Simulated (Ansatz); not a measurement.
Geometry relaxation of C (part 1 of 2)

System: C (P6/mmm, 3 atoms in the cell).
Method: DFT, PBE, PAW with Ansatz's default frozen-core files, scalar-relativistic, no spin polarisation (Ansatz 0.2.0).

The structure was built on a prototype by a generator; it need not be a known phase. Its volume is 0.49 times that of the source entry. It belongs to a series of runs on one base structure; here: omega relaxed under pressure, PAW files. Figures and captions count atoms from 1; the log counts them from 0 in places.

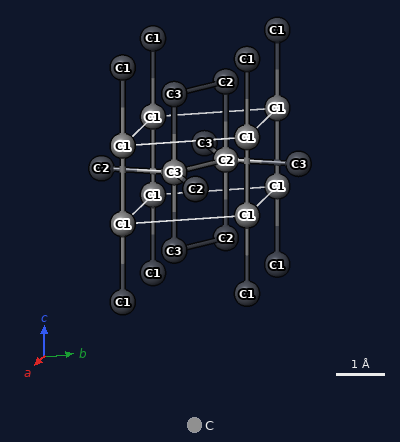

The starting structure (ball-and-stick view of the cell of the calculation, seen slightly off an axis; neighbours outside the cell are drawn fainter; atoms are numbered from 1 in the order of the input).

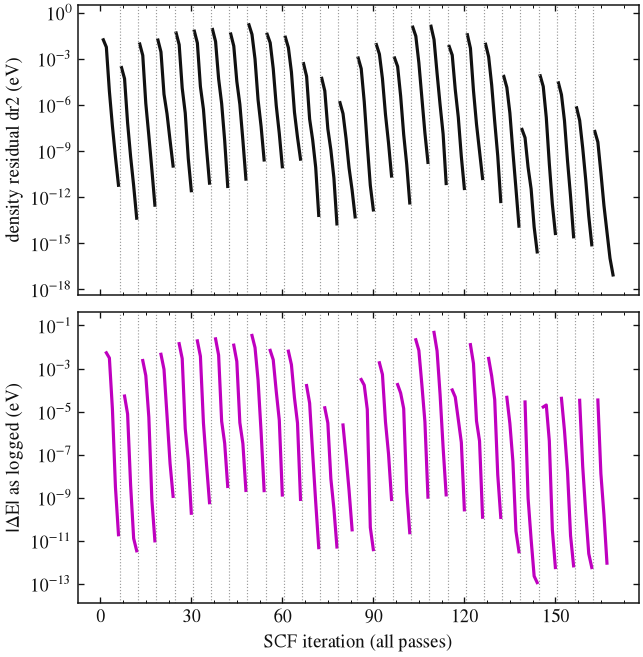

Convergence of the self-consistent field: density residual dr2 and size of the energy change against the SCF iteration. The dotted lines part the SCF passes of the relaxation: geometry steps, rejected trials and re-solves on a re-selected basis. The 28 passes take 6 to 7 iterations each, 169 in all.

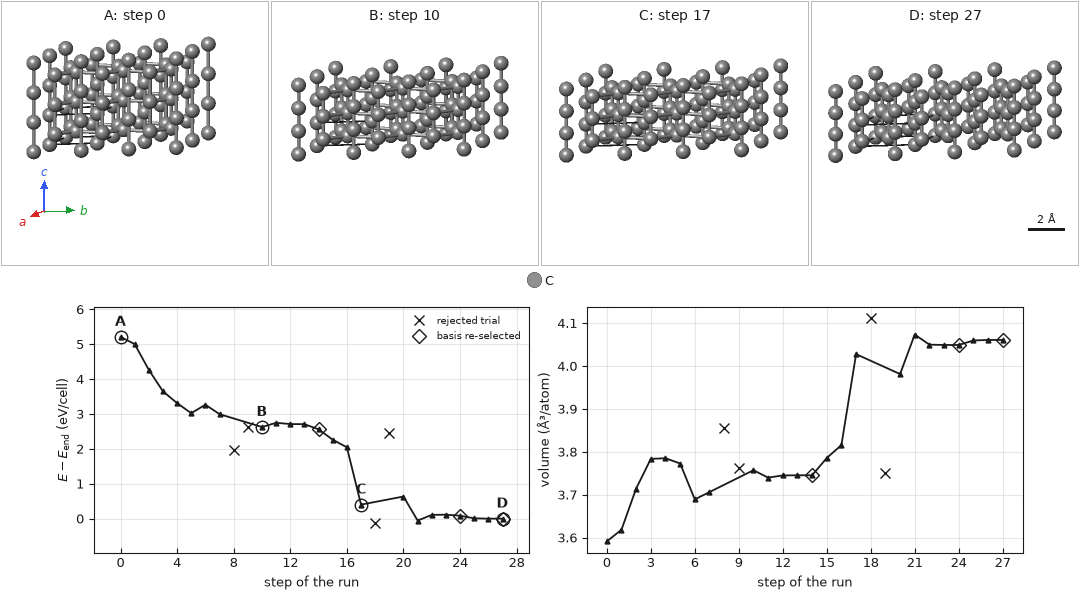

Frames of the relaxation (ball-and-stick view of the cell of the calculation, repeated 2 × 3 × 3, seen slightly off an axis) above the curves, on which the letters mark them (the first geometry is step 0 here and step 1 in the log).

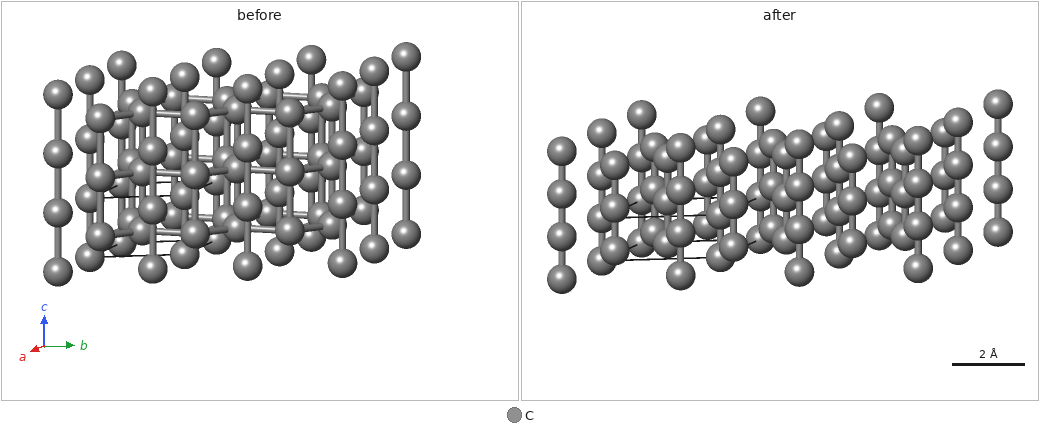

Before (left) and after (right) the relaxation, at one scale (ball-and-stick view of the cell of the calculation, repeated 2 × 3 × 3, seen slightly off an axis). The energy falls by 5.211 eV per cell of the calculation in 24 geometry steps. All forces vanish by symmetry, so only the cell relaxes. Pressure: 396.79 GPa at the start and 380.00 GPa at the end. The line search rejected the trial steps at points 8, 9, 18, 19 (counted from 0) and went back. The basis was re-selected twice at an unchanged geometry, which shifts the energy a little without any move. No atom moves by more than 0.005 Å relative to the cell. The drawn cell changes as follows: a = b 2.717 → 3.403 Å (+25.2 %), c 1.685 → 1.215 Å (−27.9 %); the volume changes by +13.1 %. Distances before and after: C1–C1 1.685 → 1.215 Å, C2–C3 1.569 → 1.965 Å. The space group stays P6/mmm (No. 191). The energy change given includes the shifts at the re-selections in mid-walk, which come without any move. A last SCF at the same geometry on a re-selected plane-wave basis shifts the energy by −0.3 meV per cell of the calculation. (Atoms are counted from 1 in the order of the input.)

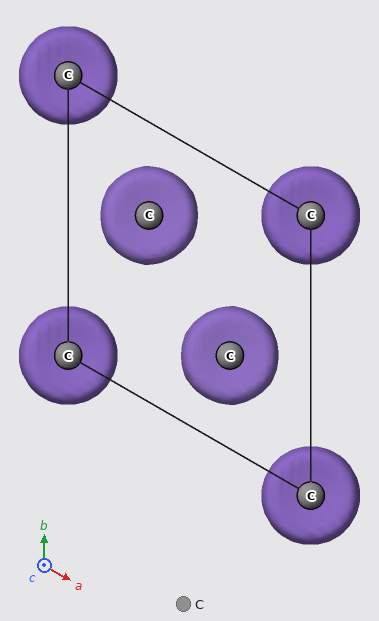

Isosurface of the electron localisation function at 0.7 (purple), seen along the c axis. Core shells and regions of very low density are left out. Sticks mark near contacts. The outline is the cell set on symmetry axes. The ELF exceeds this value in three regions between bonded C–C atoms (shared pairs), counted in one cell of 3 atoms. Along the contacts the grid gives the following. C–C (1.21 Å): the ELF peaks at about 0.85 between the atoms (inside overlapping PAW spheres, so only a guide); a double or triple bond. In a PAW calculation such maps are meaningful between the atoms, not at the nuclei.

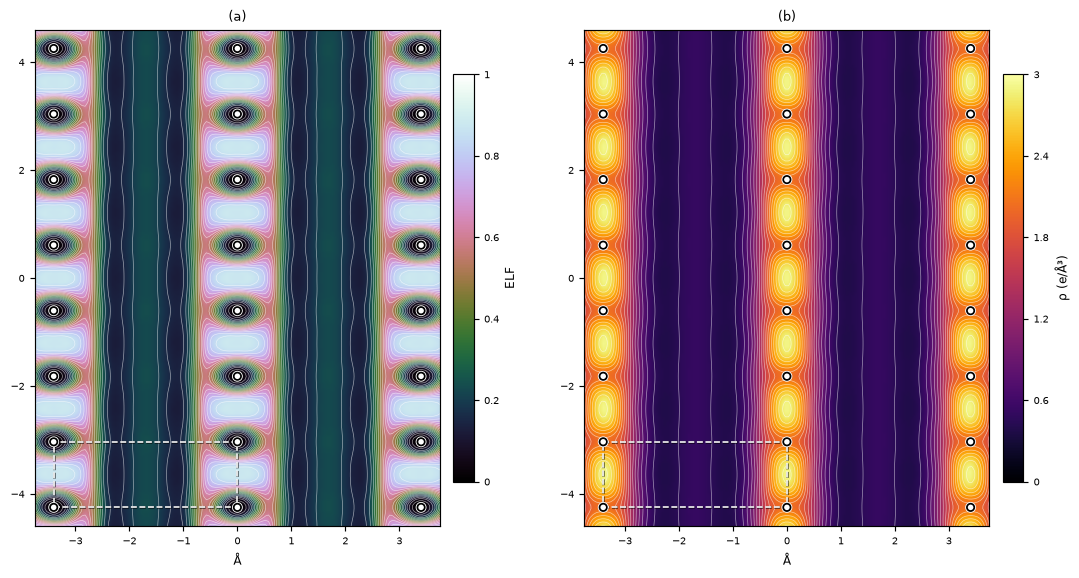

(a) electron localisation function; (b) valence charge density (pseudo) on the (010) plane of the conventional cell. Circles mark the nuclei in the plane (C). C–C (1.21 Å): ρ at the midpoint is about 2.9 e/Å³, a local maximum along the line; the ELF peaks at about 0.85 between the atoms (inside overlapping PAW spheres, so only a guide); a double or triple bond. Away from the nuclei the density in this plane falls to 0.38 e/Å³ at its lowest.

These pictures come from the run below.

Input file
```yaml
crystal:
  lattice:
    - [2.717368909, 0.0, 0.0]
    - [-1.3586844545, 2.3533105066, 0.0]
    - [0.0, 0.0, 1.6847687236]
  atoms:
    - { symbol: C, position: [0.0, 0.0, 0.0] }
    - { symbol: C, position: [0.3333333333, 0.6666666667, 0.5] }
    - { symbol: C, position: [0.6666666667, 0.3333333333, 0.5] }
kpoints:
  mp_grid: { grid: [14, 14, 19] }
scf:
  occupations: { method: fermi_dirac, width: 0.05 }
hamiltonian:
  xc: pbe
  pseudopotentials: { kind: paw }
output:
  forces: true
  stress: true
  eigenvalues: true
  write_density: true
  write_potential: true
  elf: true
  volumetric_format: npy
relax:
  f_tol: 0.005
  max_steps: 40
  cell: { p_target: 380.0, stress_tol: 0.19 }
```

Command:
```bash
ansatz run input.yaml --threads 1 --pin off --max-ram 3584MiB --backend cpu --events-out ev --progress --plain --runs-dir out
```

The program's output
```
Engine: ansatz 0.2.0, x86_64-unknown-linux-gnu
Pseudopotentials: kind: paw
Pseudopotential: C, paw, valence charge 4, recommended cutoff 420 eV (normal), C.paw.azcp
Functional definition: PBE
  parameter kappa = 0.804
  parameter beta = 0.06672455060314922
  exchange = pbe_x(kappa = kappa, mu = beta*pi^2/3)
  correlation = pbe_c(beta = beta)
Crystal: 3 atoms, lattice volume = 10.774 Å³
Basis set: ecut = 420 eV, 227 PW (Γ), exchange–correlation on 40×40×24 points (8 copies of the dense FFT grid, shifted against one another)
Bands: 10, of which v1, the nominal top of the filled ones, is band 6 counted from 1 (5 counted from 0)
Symmetry: 24 space group operations
Space group: P6/mmm (ITA 191), of the structure as read, at distance tolerance 2.2e-5 Å
k-points: 240 of 3724
Non-local potential: C, projectors of the file, l = 0: 2, l = 1: 2, l = 2: 1
PAW form: soft (Blöchl's): semilocal exchange-correlation on the pseudo side does not see the compensation charge
PAW one-centre angular grid: C, 110 points (default); XC on 64 Gauss nodes
Initial density: superposition of atomic densities (neutral atoms: chi_scale 0, normalization atom), corrected by the library's trained network
Initial wavefunctions: pseudopotential atomic-orbital guess
Functional: x = pbe(κ = 0.804, μ = 0.2195149727645171), c = pbe(β = 0.06672455060314922)
SCF iter   1: F=—  HF=-733.202882 eV  |F-HF|=—  |Δ(HF+E_count)|=         —  Δρ=2.42e-2  dr2=1.68e-2  ethr=1.77e-3  ⟨swp⟩=4.7  Hψ=13828  notcnv=0
preconditioner: auto → none  [metal: Δε(μ)=0.023 eV  Ē_g=18.239 eV  σ=0.050 eV  W_gap=0.12  n_scr=6 (ndim 8)  ℏωp=39.2 eV  f_vac=0.000  D(μ)=0.92/eV (n_scr^D=8)  sad-step TF]
SCF iter   2: F=—  HF=-733.197502 eV  |F-HF|=—  |Δ(HF+E_count)|=   5.38e-3  Δρ=1.38e-2  dr2=5.63e-3  ethr=1.40e-4  ⟨swp⟩=1.0  Hψ=4328  notcnv=0
SCF iter   3: F=—  HF=-733.194415 eV  |F-HF|=—  |Δ(HF+E_count)|=   3.09e-3  Δρ=4.28e-4  dr2=7.57e-6  ethr=4.69e-5  ⟨swp⟩=1.6  Hψ=2931  notcnv=0
SCF iter   4: F=—  HF=-733.194427 eV  |F-HF|=—  |Δ(HF+E_count)|=   1.29e-5  Δρ=2.80e-5  dr2=4.10e-8  ethr=6.31e-8  ⟨swp⟩=2.4  Hψ=3819  notcnv=0
iter 5 did not close the SCF: its close was put off for the readings that it lacked (scf_convergence_deferred on its scf_iter line)
SCF iter   5: F=-733.194427 eV  HF=-733.194427 eV  |F-HF|=7.11e-11  |Δ(HF+E_count)|=   3.06e-9  Δρ=3.55e-6  dr2=4.01e-10  ethr=3.41e-10  ⟨swp⟩=2.6  Hψ=3783  notcnv=0
SCF iter   6: F=-733.194427 eV  HF=-733.194427 eV  |F-HF|=4.89e-12  |Δ(HF+E_count)|=  1.90e-11  Δρ=5.71e-7  dr2=5.85e-12  ethr=3.34e-12  ⟨swp⟩=4.6  Hψ=11247  notcnv=0
SCF 1 converged in 6 iterations: F = -733.194427 eV  dr2 = 5.85e-12
  greatest PAW one-centre occupation: 0.754 electrons in one spin orbital (limit 2), on the C atom at site 0 (counted from 0), in its partial waves of l = 0
relax step   1: F+E_penalty+E_count = -733.19442743 eV  Δ(F+E_penalty+E_count) = +0.000e0 eV  max|allowed force component| = 7.401e-17 eV/Å  Δτ_max = 0.0000 Å  P = +396.788 GPa  Ω = 10.774 Å³  (6 SCF iters, accepted)
Crystal: 3 atoms, lattice volume = 10.856 Å³
Initial density: handed on by an earlier stage of this run
Initial wavefunctions: those handed on with the density
iter 1 solved again at ethr=2.14e-6 eV; its pass at ethr=3.10e-3 eV (dr2=2.56e-4 eV) is discarded
SCF iter   1: F=—  HF=-733.400904 eV  |F-HF|=—  |Δ(HF+E_count)|=         —  Δρ=2.31e-3  dr2=2.64e-4  ethr=2.14e-6  ⟨swp⟩=2.2  Hψ=17365  notcnv=0
preconditioner: auto → none  [metal: Δε(μ)=0.025 eV  Ē_g=18.102 eV  σ=0.050 eV  W_gap=0.12  n_scr=6 (ndim 8)  ℏωp=39.0 eV  f_vac=0.000  D(μ)=1.00/eV (n_scr^D=8)]
SCF iter   2: F=—  HF=-733.400851 eV  |F-HF|=—  |Δ(HF+E_count)|=   5.28e-5  Δρ=9.97e-4  dr2=4.98e-5  ethr=2.14e-6  ⟨swp⟩=1.0  Hψ=2400  notcnv=0
iter 3 did not close the SCF: its close was put off for the readings that it lacked (scf_convergence_deferred on its scf_iter line)
SCF iter   3: F=-733.400843 eV  HF=-733.400843 eV  |F-HF|=2.33e-8  |Δ(HF+E_count)|=   7.74e-6  Δρ=3.43e-5  dr2=6.75e-8  ethr=4.15e-7  ⟨swp⟩=1.5  Hψ=2842  notcnv=0
iter 4 did not close the SCF: its close was put off for the readings that it lacked (scf_convergence_deferred on its scf_iter line)
SCF iter   4: F=-733.400843 eV  HF=-733.400843 eV  |F-HF|=1.68e-10  |Δ(HF+E_count)|=   3.75e-9  Δρ=3.14e-6  dr2=4.19e-10  ethr=5.63e-10  ⟨swp⟩=2.2  Hψ=3690  notcnv=0
iter 5 did not close the SCF: its close was put off for the readings that it lacked (scf_convergence_deferred on its scf_iter line)
SCF iter   5: F=-733.400843 eV  HF=-733.400843 eV  |F-HF|=3.07e-12  |Δ(HF+E_count)|=  1.28e-11  Δρ=5.19e-7  dr2=5.52e-12  ethr=3.49e-12  ⟨swp⟩=2.2  Hψ=3379  notcnv=0
SCF iter   6: F=-733.400843 eV  HF=-733.400843 eV  |F-HF|=2.27e-13  |Δ(HF+E_count)|=  3.41e-12  Δρ=2.90e-8  dr2=4.25e-14  ethr=1.00e-12  ⟨swp⟩=3.7  Hψ=9067  notcnv=0
SCF 2 converged in 6 iterations: F = -733.400843 eV  dr2 = 4.25e-14
  greatest PAW one-centre occupation: 0.755 electrons in one spin orbital (limit 2), on the C atom at site 0 (counted from 0), in its partial waves of l = 0
relax step   2: F+E_penalty+E_count = -733.40084335 eV  Δ(F+E_penalty+E_count) = -2.064e-1 eV  max|allowed force component| = 5.181e-16 eV/Å  Δτ_max = 0.0000 Å  P = +386.505 GPa  Ω = 10.856 Å³  energy of the carried Pulay correction = -1.008e-3 eV  (6 SCF iters, dr2 threshold 3.00e-7 eV, accepted)
[... from here on the SCF iterations and repeated set-up lines of each step are left out, up to the last step ...]
SCF 3 converged in 6 iterations: F = -734.139987 eV  dr2 = 2.98e-13
relax step   3: F+E_penalty+E_count = -734.13998652 eV  Δ(F+E_penalty+E_count) = -7.391e-1 eV  max|allowed force component| = 1.480e-16 eV/Å  Δτ_max = 0.0000 Å  P = +352.505 GPa  Ω = 11.144 Å³  energy of the carried Pulay correction = -4.565e-3 eV  (6 SCF iters, dr2 threshold 3.00e-7 eV, accepted)
SCF 4 converged in 6 iterations: F = -734.755689 eV  dr2 = 1.04e-10
relax step   4: F+E_penalty+E_count = -734.75568883 eV  Δ(F+E_penalty+E_count) = -6.157e-1 eV  max|allowed force component| = 8.018e-17 eV/Å  Δτ_max = 0.0000 Å  P = +327.740 GPa  Ω = 11.351 Å³  energy of the carried Pulay correction = -7.175e-3 eV  (6 SCF iters, dr2 threshold 3.00e-7 eV, accepted)
SCF 5 converged in 6 iterations: F = -735.093736 eV  dr2 = 2.60e-12
relax step   5: F+E_penalty+E_count = -735.09373595 eV  Δ(F+E_penalty+E_count) = -3.380e-1 eV  max|allowed force component| = 2.837e-16 eV/Å  Δτ_max = 0.0000 Å  P = +329.808 GPa  Ω = 11.356 Å³  energy of the carried Pulay correction = -7.624e-3 eV  (6 SCF iters, dr2 threshold 3.00e-7 eV, accepted)
SCF 6 converged in 6 iterations: F = -735.382457 eV  dr2 = 8.06e-12
relax step   6: F+E_penalty+E_count = -735.38245744 eV  Δ(F+E_penalty+E_count) = -2.887e-1 eV  max|allowed force component| = 1.850e-16 eV/Å  Δτ_max = 0.0000 Å  P = +335.629 GPa  Ω = 11.319 Å³  energy of the carried Pulay correction = -7.586e-3 eV  (6 SCF iters, dr2 threshold 3.00e-7 eV, accepted)
SCF 7 converged in 6 iterations: F = -735.137731 eV  dr2 = 4.92e-12
relax step   7: F+E_penalty+E_count = -735.13773117 eV  Δ(F+E_penalty+E_count) = +2.447e-1 eV  max|allowed force component| = 5.551e-17 eV/Å  Δτ_max = 0.0000 Å  P = +376.228 GPa  Ω = 11.068 Å³  energy of the carried Pulay correction = -5.027e-3 eV  (6 SCF iters, dr2 threshold 3.00e-7 eV, accepted)
SCF 8 converged in 6 iterations: F = -735.409806 eV  dr2 = 1.47e-11
relax step   8: F+E_penalty+E_count = -735.40980553 eV  Δ(F+E_penalty+E_count) = -2.721e-1 eV  max|allowed force component| = 2.467e-16 eV/Å  Δτ_max = 0.0000 Å  P = +387.317 GPa  Ω = 11.119 Å³  energy of the carried Pulay correction = -5.902e-3 eV  (6 SCF iters, dr2 threshold 3.00e-7 eV, accepted)
SCF 9 converged in 6 iterations: F = -736.434316 eV  dr2 = 2.59e-10
relax step   9: F+E_penalty+E_count = -736.43431563 eV  Δ(F+E_penalty+E_count) = -1.025e0 eV  max|allowed force component| = 1.604e-16 eV/Å  Δτ_max = 0.0000 Å  P = +371.772 GPa  Ω = 11.568 Å³  energy of the carried Pulay correction = -1.143e-2 eV  (6 SCF iters, dr2 threshold 3.00e-7 eV, rejected (line search))
SCF 10 converged in 6 iterations: F = -735.786988 eV  dr2 = 9.35e-11
relax step  10: F+E_penalty+E_count = -735.78698779 eV  Δ(F+E_penalty+E_count) = -3.772e-1 eV  max|allowed force component| = 2.961e-16 eV/Å  Δτ_max = 0.0000 Å  P = +390.522 GPa  Ω = 11.285 Å³  energy of the carried Pulay correction = -8.050e-3 eV  (6 SCF iters, rejected (line search))
SCF 11 converged in 6 iterations: F = -735.778799 eV  dr2 = 2.93e-10
relax step  11: F+E_penalty+E_count = -735.77879891 eV  Δ(F+E_penalty+E_count) = -3.690e-1 eV  max|allowed force component| = 5.058e-16 eV/Å  Δτ_max = 0.0000 Å  P = +374.169 GPa  Ω = 11.272 Å³  energy of the carried Pulay correction = -7.754e-3 eV  (6 SCF iters, accepted)
SCF 12 converged in 6 iterations: F = -735.657148 eV  dr2 = 6.43e-14
relax step  12: F+E_penalty+E_count = -735.65714803 eV  Δ(F+E_penalty+E_count) = +1.217e-1 eV  max|allowed force component| = 3.331e-16 eV/Å  Δτ_max = 0.0000 Å  P = +382.616 GPa  Ω = 11.220 Å³  energy of the carried Pulay correction = -7.166e-3 eV  (6 SCF iters, dr2 threshold 3.00e-7 eV, accepted)
SCF 13 converged in 6 iterations: F = -735.693744 eV  dr2 = 1.80e-14
relax step  13: F+E_penalty+E_count = -735.69374415 eV  Δ(F+E_penalty+E_count) = -3.660e-2 eV  max|allowed force component| = 5.551e-16 eV/Å  Δτ_max = 0.0000 Å  P = +379.950 GPa  Ω = 11.235 Å³  energy of the carried Pulay correction = -7.340e-3 eV  (6 SCF iters, dr2 threshold 3.00e-7 eV, accepted)
SCF 14 converged in 6 iterations: F = -735.695955 eV  dr2 = 5.13e-14
relax step  14: F+E_penalty+E_count = -735.69595474 eV  Δ(F+E_penalty+E_count) = -2.211e-3 eV  max|allowed force component| = 3.701e-16 eV/Å  Δτ_max = 0.0000 Å  P = +379.990 GPa  Ω = 11.236 Å³  energy of the carried Pulay correction = -7.352e-3 eV  (6 SCF iters, dr2 threshold 3.00e-7 eV, accepted)
SCF 15 converged in 6 iterations: F = -735.845445 eV  dr2 = 1.46e-13
relax step  15: F+E_penalty+E_count = -735.84544484 eV  Δ(F+E_penalty+E_count) = -1.495e-1 eV  max|allowed force component| = 2.220e-16 eV/Å  Δτ_max = 0.0000 Å  P = +390.034 GPa  Ω = 11.236 Å³  stress off target by 1.65e1 GPa  SCF on the basis re-selected at this cell (its energy is not comparable with the rows above)  (6 SCF iters)
SCF 16 converged in 6 iterations: F = -736.142884 eV  dr2 = 2.33e-11
relax step  16: F+E_penalty+E_count = -736.14288440 eV  Δ(F+E_penalty+E_count) = -2.974e-1 eV  max|allowed force component| = 5.921e-16 eV/Å  Δτ_max = 0.0000 Å  P = +387.443 GPa  Ω = 11.357 Å³  energy of the carried Pulay correction = -1.645e-3 eV  (6 SCF iters, dr2 threshold 3.00e-7 eV, accepted)
SCF 17 converged in 6 iterations: F = -736.360198 eV  dr2 = 4.15e-13
relax step  17: F+E_penalty+E_count = -736.36019751 eV  Δ(F+E_penalty+E_count) = -2.173e-1 eV  max|allowed force component| = 6.785e-16 eV/Å  Δτ_max = 0.0000 Å  P = +379.830 GPa  Ω = 11.447 Å³  energy of the carried Pulay correction = -2.799e-3 eV  (6 SCF iters, dr2 threshold 3.00e-7 eV, accepted)
SCF 18 converged in 6 iterations: F = -738.003620 eV  dr2 = 1.80e-10
relax step  18: F+E_penalty+E_count = -738.00362037 eV  Δ(F+E_penalty+E_count) = -1.643e0 eV  max|allowed force component| = 1.234e-17 eV/Å  Δτ_max = 0.0000 Å  P = +345.338 GPa  Ω = 12.084 Å³  energy of the carried Pulay correction = -1.318e-2 eV  (6 SCF iters, dr2 threshold 3.00e-7 eV, accepted)
SCF 19 converged in 6 iterations: F = -738.525298 eV  dr2 = 7.62e-12
relax step  19: F+E_penalty+E_count = -738.52529762 eV  Δ(F+E_penalty+E_count) = -5.217e-1 eV  max|allowed force component| = 2.891e-18 eV/Å  Δτ_max = 0.0000 Å  P = +402.518 GPa  Ω = 12.334 Å³  energy of the carried Pulay correction = -1.940e-2 eV  (6 SCF iters, dr2 threshold 3.00e-7 eV, rejected (line search))
SCF 20 converged in 6 iterations: F = -735.953167 eV  dr2 = 3.61e-12
relax step  20: F+E_penalty+E_count = -735.95316687 eV  Δ(F+E_penalty+E_count) = +2.050e0 eV  max|allowed force component| = 1.388e-17 eV/Å  Δτ_max = 0.0000 Å  P = +468.132 GPa  Ω = 11.252 Å³  energy of the carried Pulay correction = -1.877e-3 eV  (6 SCF iters, rejected (line search))
SCF 21 converged in 6 iterations: F = -737.770626 eV  dr2 = 1.62e-11
```
